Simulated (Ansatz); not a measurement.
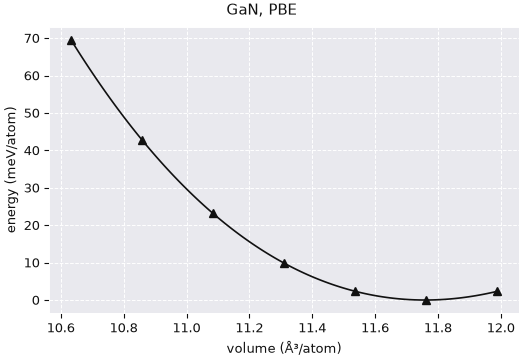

The plot gives the computed energy against volume for GaN, space group P6_3mc (No. 186).

Structure:
```
Ga N
1.0
     3.18000    0.00000    0.00000
    -1.59000    2.75396    0.00000
     0.00000    0.00000    5.16600
Ga N
2 2
Direct
  0.66667 0.33333 0.50000
  0.33333 0.66667 0.00000
  0.66667 0.33333 0.87500
  0.33333 0.66667 0.37500
```

Method: plane-wave DFT, no spin polarisation; energies at scaled volumes of the given cell, shape and fractions fixed, counted from the fit's minimum, third-order Birch-Murnaghan fit (Ansatz 0.2.0). Level: PBE.

- k mesh: 10×10×5
- occupations: Fermi–Dirac
- smearing width: 0.05 eV
- potentials: Ansatz PAW large core
- wave cutoff: 420 eV
- density cutoff: 1680 eV

### What equilibrium volume and bulk modulus follow from the curve?

A third-order Birch–Murnaghan fit gives V0 = 11.76 Å³/atom, B0 = 172 GPa and B′ = 4.4.

Caveats: shape and atomic fractions are frozen while scaling, which makes layered, chain and framework solids too stiff.
